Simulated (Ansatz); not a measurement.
```cif
data_structure
_symmetry_space_group_name_H-M 'P 1'
_symmetry_Int_Tables_number 1
_cell_length_a 3.9870
_cell_length_b 3.9870
_cell_length_c 3.9870
_cell_angle_alpha 90.000
_cell_angle_beta 90.000
_cell_angle_gamma 90.000
_cell_volume 63.38
loop_
_atom_site_label
_atom_site_type_symbol
_atom_site_fract_x
_atom_site_fract_y
_atom_site_fract_z
_atom_site_occupancy
Ni1 Ni 0.00000 0.00000 0.00000 1
Ti1 Ti 0.50000 0.50000 0.00000 1
Ti2 Ti 0.50000 0.00000 0.50000 1
Ti3 Ti 0.00000 0.50000 0.50000 1
```

Space group Pm-3m; a structure from a database of computed crystals, not necessarily the ambient phase; computed pressure about −14 GPa in this cell; the program warned that a starting moment wasn't kept; spin-polarised, but the moments vanished.

The calculation used Kohn-Sham DFT of a periodic cell, LDA, Ansatz PAW (Ansatz).

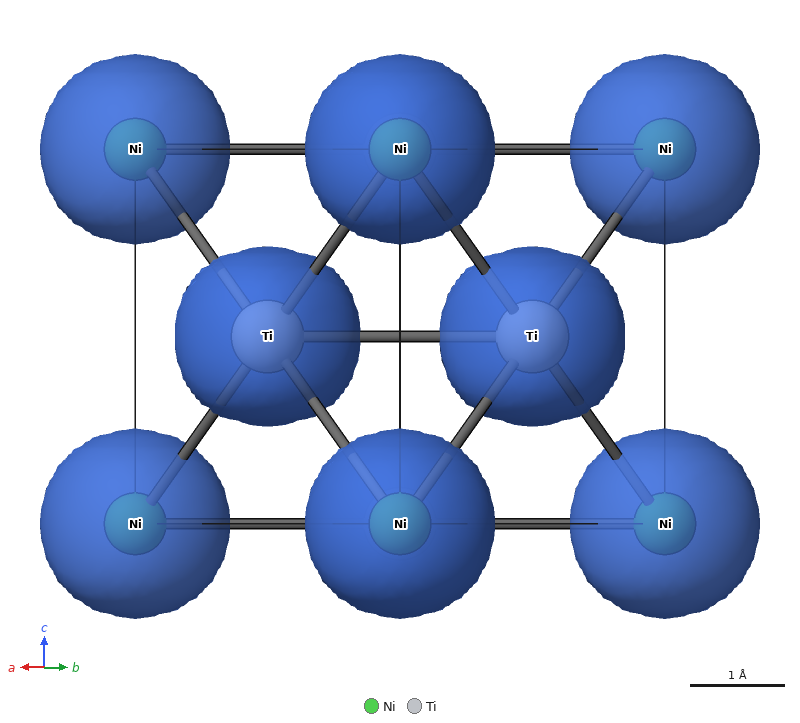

Ti3Ni. Isosurface of the valence charge density (pseudo) at 0.4 e/Å³ (blue), seen along [110]. Sticks mark near contacts.

Core electrons are frozen (PAW), and the valence fields are smoothed inside the atomic spheres.

Q: Which contacts does the surface bridge?

A: At this value the density breaks into separate islands; it holds about 80 % of the electrons treated as valence (semicore included). It bridges none of the near contacts. It is pinched off along the sampled Ti–Ni (2.82 Å) and Ti–Ti (2.82 Å) contacts. On the grid the lowest density along these lines, outside the cores, is 0.22 e/Å³ (Ti–Ni, 2.82 Å) and 0.2 e/Å³ (Ti–Ti, 2.82 Å).

Q: Does the calculation make it a metal, or give it a gap?

A: It is metallic or semimetallic at this level of theory: no gap opens.
